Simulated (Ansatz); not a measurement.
# Two runs on Al3Cu

System: Al3Cu (4 atoms in the cell).
Method of run 1: DFT PBEsol, scalar-relativistic, plane waves, PAW, no spin polarisation (Ansatz 0.2.0).

The structure was made by swapping elements on the sites of another compound; it need not be a known phase. Text and figures count atoms from 1; the logs count them from 0 in places.

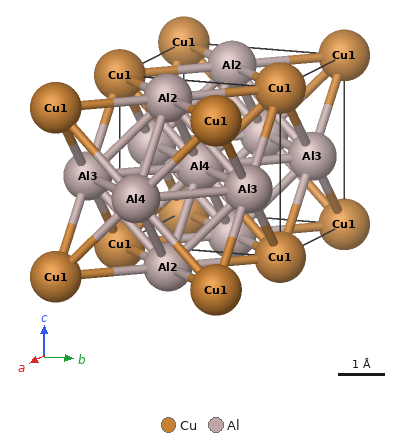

**Figure 1.** The input geometry (ball-and-stick view of the cell of the calculation, repeated 2 × 1 × 1, seen slightly off an axis; atoms are numbered from 1 in the order of the input).

Input, run 1:
```yaml
crystal:
  lattice:
    - [3.767041731, 0.0, 0.0]
    - [0.0, 3.767041731, 0.0]
    - [0.0, 0.0, 3.767041731]
  atoms:
    - { symbol: Cu, position: [0.0, 0.0, 0.0] }
    - { symbol: Al, position: [0.5, 0.5, 0.0] }
    - { symbol: Al, position: [0.5, 0.0, 0.5] }
    - { symbol: Al, position: [0.0, 0.5, 0.5] }
basis:
  ecutwfc: 420
kpoints:
  mp_grid: { grid: [12, 12, 12] }
hamiltonian:
  xc: pbesol
scf:
  occupations: { method: gaussian, width: 0.1 }
output:
  forces: true
  stress: true
  eigenvalues: true
  populations: true
```

Hardware: 1 thread of an x86-64 CPU, shared host.

Output, shortened to warnings, some set-up lines, iterations and results (run 1):
```
Basis set: ecut = 420 eV, 1021 PW (Γ), exchange–correlation on 54×54×54 points (8 copies of the dense FFT grid, shifted against one another)
Symmetry: 48 space group operations
k-points: 84 of 1728
Initial density: superposition of atomic densities (neutral atoms: chi_scale 0, normalization atom), corrected by the library's trained network
[...]
SCF iter   1: F=—  HF=-8162.361561 eV  |F-HF|=—  |Δ(HF+E_count)|=         —  Δρ=6.11e-3  dr2=9.83e-3  ethr=1.77e-3  ⟨swp⟩=6.1  Hψ=8214  notcnv=0
SCF iter   2: F=—  HF=-8162.358817 eV  |F-HF|=—  |Δ(HF+E_count)|=   2.74e-3  Δρ=1.40e-3  dr2=2.28e-3  ethr=3.51e-5  ⟨swp⟩=2.5  Hψ=3366  notcnv=0
SCF iter   3: F=—  HF=-8162.358426 eV  |F-HF|=—  |Δ(HF+E_count)|=   3.91e-4  Δρ=1.04e-3  dr2=8.43e-4  ethr=8.16e-6  ⟨swp⟩=1.0  Hψ=1495  notcnv=0
SCF iter   4: F=—  HF=-8162.358197 eV  |F-HF|=—  |Δ(HF+E_count)|=   2.29e-4  Δρ=3.54e-4  dr2=1.26e-4  ethr=3.01e-6  ⟨swp⟩=2.1  Hψ=2142  notcnv=0
SCF iter   5: F=—  HF=-8162.358160 eV  |F-HF|=—  |Δ(HF+E_count)|=   3.73e-5  Δρ=7.01e-5  dr2=6.45e-6  ethr=4.51e-7  ⟨swp⟩=2.1  Hψ=2238  notcnv=0
SCF iter   6: F=—  HF=-8162.358121 eV  |F-HF|=—  |Δ(HF+E_count)|=   3.88e-5  Δρ=7.95e-6  dr2=5.79e-8  ethr=3.57e-10  ⟨swp⟩=3.9  Hψ=6576  notcnv=0
SCF iter   7: F=-8162.358121 eV  HF=-8162.358121 eV  |F-HF|=1.15e-10  |Δ(HF+E_count)|=   2.29e-9  Δρ=1.69e-6  dr2=9.56e-10  ethr=2.07e-10  ⟨swp⟩=2.0  Hψ=5003  notcnv=0
SCF 1 converged in 7 iterations: F = -8162.358121 eV  dr2 = 9.56e-10
SCF converged after 7 iterations
Free energy (F): -8162.358121 eV
Harris-Foulkes:  -8162.358121 eV  (|F-HF|=1.15e-10)
Internal energy: -8162.353066 eV  (E = F + TS)
E sigma→0 (E₀):  -8162.355594 eV
Entropy (-TS):   -0.005055 eV (-1.264 meV/atom)
Fermi energy:    11.533309 eV
--- Per-component energies (eV) ---
  E_band       = -419.375988
  E_kinetic    = 376.796969
  E_local      = -5877.263783  (includes V_loc(G=0)·N_el)
  E_nonlocal   = 420.216516
  E_hartree    = 2662.224524
  E_xc         = -211.380409
  E_vxc        = -208.207695  (∫ρ·V_xc dr)
  E_paw        = -2988.263192  (= ΣΔE_a)
  E_vpaw       = -455.366248  (= ΣTr[D̂ρ^β])
  E_aug_tail   = 0.000233  (compensation charges beyond the density's cutoff)
  E_ewald      = -2544.947543
  E_core_change = 0.263619  (= ΣΔE_core)
  E_smearing   = -0.005055  (= −TS)
  E_closure    = -0.000000  (closes the sum)
  Σ components = -8162.358121   (vs F -8162.358121, Δ=0.00e0)
--- Forces (eV/Å), atoms counted from 1 ---
  atom   1  Cu     0.00000000     0.00000000     0.00000000
  atom   2  Al     0.00000000    -0.00000000    -0.00000000
  atom   3  Al    -0.00000000    -0.00000000     0.00000000
  atom   4  Al     0.00000000    -0.00000000     0.00000000
  max |Σ_I F_I| component: 1.77e-30 eV/Å
--- Stress (GPa, compression-positive) ---
       12.233535      -0.000000       0.000000
        0.000000      12.233535       0.000000
        0.000000       0.000000      12.233535
  P = ⅓ Tr σ = 12.2335 GPa (122.335 kbar)
--- Löwdin populations: 4 sites ---
  site symbol       q [e]
     0     Cu     18.3819
     1     Al      3.1254
     2     Al      3.1254
     3     Al      3.1254
  spilling = 0.008641 (of n_electrons = 28.000000)
```

Run 2 used a changed input.

The two runs side by side:

| quantity | run 1 | run 2 |
| --- | --- | --- |
| outcome | converged | converged |
| free energy per atom (eV) | −2040.5895 | −2040.5826 |
| energy per atom, smearing taken to zero (eV) | −2040.5889 | −2040.5817 |
| gap on the mesh (eV) | 0.00 | 0.00 |
| pressure (GPa) | 12.23 | 11.84 |
| largest force (eV/Å) | 0.000 | 0.000 |
| SCF iterations | 7 | 6 |
| irreducible k-points | 84 | 20 |
| plane waves at Γ | 1021 | 1021 |
| wall time (shared host) | 5.5 s | 1.4 s |

What was changed in the input?

The change (lines with − go, lines with + come):
```diff
-  mp_grid: { grid: [12, 12, 12] }
+  mp_grid: { grid: [6, 6, 6] }
-  populations: true
```

The free energy of run 2 is 7.0 meV per atom higher, which measures how much it depends on this numerical setting. The pressure goes from 12.23 to 11.84 GPa. The SCF takes 6 iterations against 7. The irreducible k-points go from 84 to 20.

Output, shortened to warnings, some set-up lines, iterations and results (run 2):
```
Basis set: ecut = 420 eV, 1021 PW (Γ), exchange–correlation on 54×54×54 points (8 copies of the dense FFT grid, shifted against one another)
Symmetry: 48 space group operations
k-points: 20 of 216
Initial density: superposition of atomic densities (neutral atoms: chi_scale 0, normalization atom), corrected by the library's trained network
[...]
SCF iter   1: F=—  HF=-8162.333623 eV  |F-HF|=—  |Δ(HF+E_count)|=         —  Δρ=6.53e-3  dr2=1.06e-2  ethr=1.77e-3  ⟨swp⟩=6.1  Hψ=1957  notcnv=0
SCF iter   2: F=—  HF=-8162.330770 eV  |F-HF|=—  |Δ(HF+E_count)|=   2.85e-3  Δρ=1.22e-3  dr2=1.53e-3  ethr=3.78e-5  ⟨swp⟩=2.2  Hψ=764  notcnv=0
SCF iter   3: F=—  HF=-8162.330497 eV  |F-HF|=—  |Δ(HF+E_count)|=   2.73e-4  Δρ=9.59e-4  dr2=5.13e-4  ethr=5.46e-6  ⟨swp⟩=1.9  Hψ=462  notcnv=0
SCF iter   4: F=—  HF=-8162.330363 eV  |F-HF|=—  |Δ(HF+E_count)|=   1.33e-4  Δρ=2.04e-4  dr2=3.82e-5  ethr=1.83e-6  ⟨swp⟩=2.2  Hψ=510  notcnv=0
SCF iter   5: F=—  HF=-8162.330318 eV  |F-HF|=—  |Δ(HF+E_count)|=   4.51e-5  Δρ=4.34e-5  dr2=2.03e-6  ethr=1.36e-7  ⟨swp⟩=2.1  Hψ=501  notcnv=0
SCF iter   6: F=-8162.330318 eV  HF=-8162.330318 eV  |F-HF|=2.33e-8  |Δ(HF+E_count)|=   3.68e-7  Δρ=2.91e-6  dr2=7.50e-9  ethr=3.57e-10  ⟨swp⟩=3.8  Hψ=1432  notcnv=0
SCF 1 converged in 6 iterations: F = -8162.330318 eV  dr2 = 7.50e-9
SCF converged after 6 iterations
Free energy (F): -8162.330318 eV
Harris-Foulkes:  -8162.330318 eV  (|F-HF|=2.33e-8)
Internal energy: -8162.323519 eV  (E = F + TS)
E sigma→0 (E₀):  -8162.326919 eV
Entropy (-TS):   -0.006799 eV (-1.700 meV/atom)
Fermi energy:    11.567317 eV
--- Per-component energies (eV) ---
  E_band       = -419.530251
  E_kinetic    = 376.814300
  E_local      = -5876.950689  (includes V_loc(G=0)·N_el)
  E_nonlocal   = 420.037169
  E_hartree    = 2662.023455
  E_xc         = -211.369073
  E_vxc        = -208.199817  (∫ρ·V_xc dr)
  E_paw        = -2988.194990  (= ΣΔE_a)
  E_vpaw       = -455.272616  (= ΣTr[D̂ρ^β])
  E_aug_tail   = 0.000233  (compensation charges beyond the density's cutoff)
  E_ewald      = -2544.947543
  E_core_change = 0.263619  (= ΣΔE_core)
  E_smearing   = -0.006799  (= −TS)
  E_closure    = 0.000000  (closes the sum)
  Σ components = -8162.330318   (vs F -8162.330318, Δ=0.00e0)
--- Forces (eV/Å), atoms counted from 1 ---
  atom   1  Cu     0.00000000    -0.00000000     0.00000000
  atom   2  Al    -0.00000000     0.00000000     0.00000000
  atom   3  Al     0.00000000    -0.00000000     0.00000000
  atom   4  Al     0.00000000     0.00000000     0.00000000
  max |Σ_I F_I| component: 1.90e-30 eV/Å
--- Stress (GPa, compression-positive) ---
       11.837063       0.000000       0.000000
        0.000000      11.837063       0.000000
        0.000000       0.000000      11.837063
  P = ⅓ Tr σ = 11.8371 GPa (118.371 kbar)
```

For run 1: The cell is under a pressure of 12.2 GPa at this level, so it is not at its equilibrium volume. For run 2: The cell is under a pressure of 11.8 GPa at this level, so it is not at its equilibrium volume.
